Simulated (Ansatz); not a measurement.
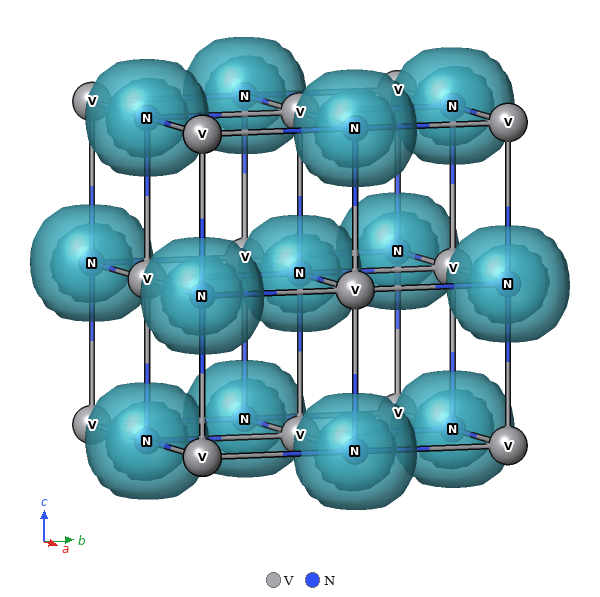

*VN. Isosurface of the ELF at 0.75 (cyan), seen slightly off an axis. Only the valence region is drawn (cores and ρ < 0.01 e/Å³ removed). Sticks mark near contacts.*

Space group Fm-3m; a generated structure, not necessarily the stable one; computed without spin polarisation.

The calculation used DFT PBE, scalar-relativistic, plane waves, PAW (Ansatz).

Core electrons are frozen (PAW), and the valence fields are smoothed inside the atomic spheres.

```yaml
crystal:
  lattice:
    - [4.11658, 0.00000, 0.00000]
    - [0.00000, 4.11658, 0.00000]
    - [0.00000, 0.00000, 4.11658]
  atoms:
    - { symbol: V, position: [0.00000, 0.00000, 0.00000] }
    - { symbol: V, position: [0.50000, 0.50000, 0.00000] }
    - { symbol: V, position: [0.50000, 0.00000, 0.50000] }
    - { symbol: V, position: [0.00000, 0.50000, 0.50000] }
    - { symbol: N, position: [0.50000, 0.00000, 0.00000] }
    - { symbol: N, position: [0.00000, 0.50000, 0.00000] }
    - { symbol: N, position: [0.00000, 0.00000, 0.50000] }
    - { symbol: N, position: [0.50000, 0.50000, 0.50000] }
```

Question: Where are the electrons localised?

Answer: The surface consists of four regions wrapped around N (the valence shell of each), counted in one cell of 8 atoms. Regions shared between cells count once. Profiles from the grid: V–N (2.06 Å): the ELF peaks at about 0.80 in the valence shell of N, 0.6 Å from its nucleus, and is about 0.20 at the midpoint; no localised pair shows between them.
